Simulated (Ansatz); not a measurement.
## Electronic structure of Zn4O in real space

Input file:

```
crystal:
  lattice:
    - [3.0089957203, 0.0, 0.0]
    - [-1.5044978602, 2.6058667337, 0.0]
    - [0.0, 0.0, 8.9457615831]
  atoms:
    - { symbol: Zn, position: [0.6666666667, 0.3333333333, 0.0187892873] }
    - { symbol: Zn, position: [0.0, 0.0, 0.6999552407] }
    - { symbol: Zn, position: [0.3333333333, 0.6666666667, 0.4633961236] }
    - { symbol: Zn, position: [0.0, 0.0, 0.2363102404] }
    - { symbol: O, position: [0.6666666667, 0.3333333333, 0.8060677681] }
basis:
  ecutwfc: 420
kpoints:
  mp_grid: { grid: [12, 12, 4] }
hamiltonian:
  xc: pbe
scf:
  occupations: { method: gaussian, width: 0.1 }
output:
  forces: true
  stress: true
  eigenvalues: true
  write_density: true
  write_potential: true
  elf: true
  volumetric_format: npy
relax:
  adjacent_minimum: "off"
  f_tol: 0.01
  max_steps: 30
  cell: { stress_tol: 0.1, fix: [volume] }
```

Run with:

```sh
ansatz run input.yaml --threads 1 --pin off --max-ram 2560MiB --backend cpu --events-out ev --progress --plain --runs-dir out
```

Below, planes, directions and counts refer to the conventional cell (a = 3.00 Å, b = 3.00 Å, c = 8.99 Å, α = 90.00°, β = 90.00°, γ = 120.00°).

The fields are those of the run's last geometry, not of the input's.

Space group P3m1; a generated structure, not necessarily the stable one; changed on purpose from its base cell (volume × 0.97, shape and atoms relaxed); computed pressure about 2 GPa in this cell.

Theory: DFT PBE, scalar-relativistic, plane waves, PAW in Ansatz 0.2.0.

In a PAW calculation such maps are meaningful between the atoms, not at the nuclei.

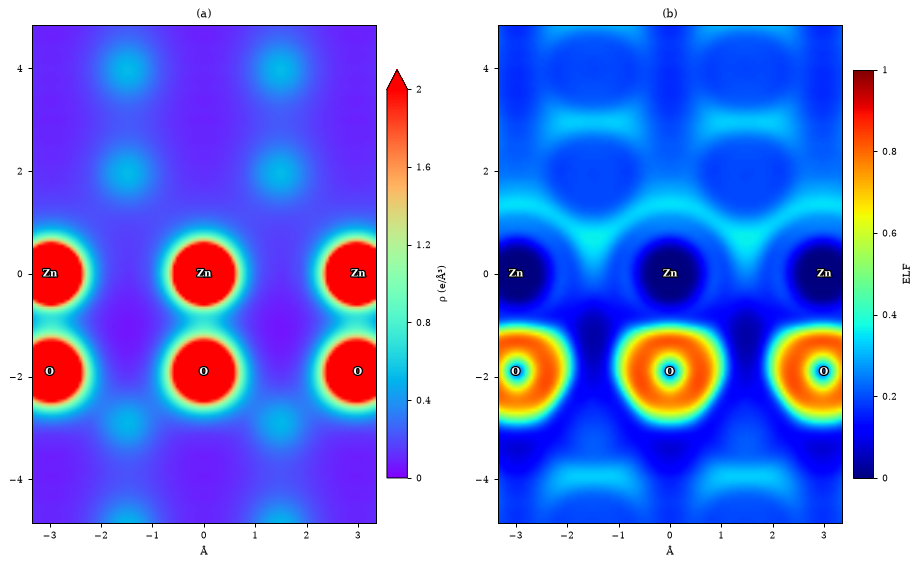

Figure 1. (a) valence pseudo-density; (b) ELF on the (010) plane of the conventional cell.

> What does the map show?

The plane passes through Zn and O nuclei. Atoms just off the plane (Zn, 0.9 Å away) can leave unmarked features too. Zn–O (1.91 Å): the density is about 0.73 e/Å³ at the midpoint; the ELF peaks at about 0.80 in the valence shell of O, 0.6 Å from its nucleus, and is about 0.30 at the midpoint. Between the atoms the lowest density in this plane is 0.06 e/Å³.

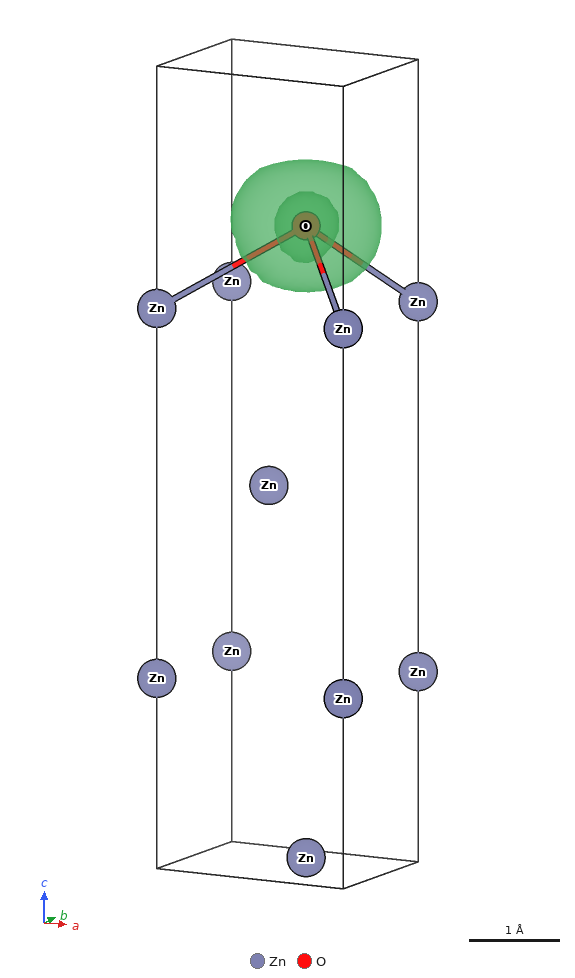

Figure 2. Isosurface of the ELF at 0.7 (green), seen slightly off an axis. Only the valence region is drawn (cores and ρ < 0.01 e/Å³ removed). Sticks mark near contacts.

> Identify the bonds, lone pairs and shells in this picture.

The ELF exceeds this value in one region wrapped around O (its valence shell), counted in one cell of 5 atoms. Regions shared between cells count once. Along the contacts the grid gives the following. Zn–O (1.99 Å): the ELF peaks at about 0.85 in the valence shell of O, 0.6 Å from its nucleus, and is about 0.25 at the midpoint: no localised pair shows between them.

> Does the calculation give a band gap?

It is gapless in this calculation (a metal or semimetal).
